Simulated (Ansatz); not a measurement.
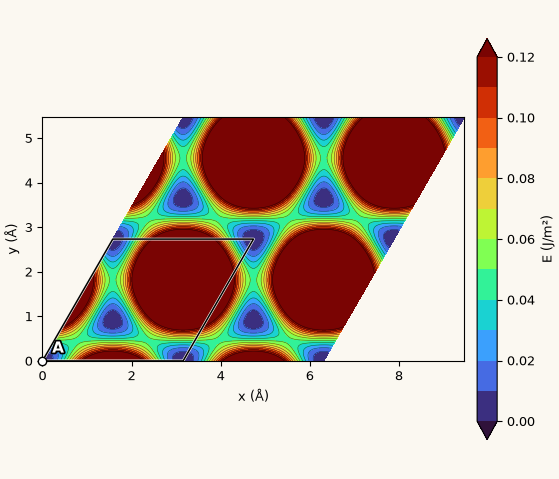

WS₂ (R3m, No. 160; 9 atoms in the cell). Gamma surface: rigid slide across a plane, one fault a cell; the plane is (0 0 −1) of the conventional cell, and the faces at the cut hold S and S. Places are given modulo a cell vector. The map is drawn in real space over the plane of the slide. Nothing is relaxed (rigid halves, spacing across the cut fixed). The grid has 6 × 6 points; 10 points were computed and 26 follow by symmetry. Energies are in J/m², from the lowest grid point. Computed with DFT PBE+D3(BJ), scalar-relativistic, plane waves, PAW (Ansatz 0.2.0). Settings: cutoff 420 eV, k-mesh 10×10×2 in the order of the run's cell vectors, gaussian smearing 0.05 eV, no spin polarisation.

The picture shows filled contours, the outline of one cell of the 2 × 2 shown, one colour for all values above the top of the scale, the point A. Between grid points the surface is interpolated.

What is the easiest way out of the well at A, and how high is the barrier?

Answer. The easiest path leads from the well at (0/6, 0/6) of the cell vectors to the well at (2/6, 2/6) of the cell vectors, about 0.0014 J/m² higher. Its highest point lies about 0.048 J/m² above the bottom of the first well on the interpolated surface, at (1/6, 1/6) of the cell vectors. The start is the relaxed structure and all else is held, so a fully relaxed path at this level can only be lower.

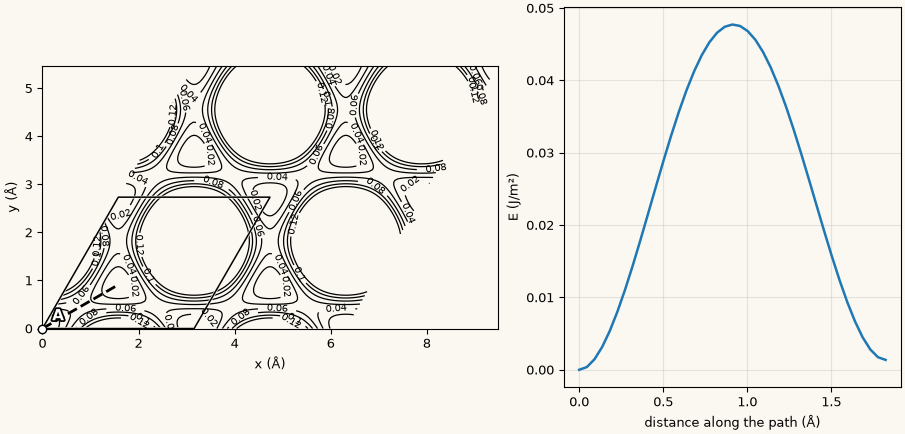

The picture shows contour lines labelled in J/m² (none above 0.12), a line along the lowest path, the outline of one cell of the 2 × 2 shown, the energy along the path at the right. Between grid points the surface is interpolated.

PAW datasets: the set soft_1.
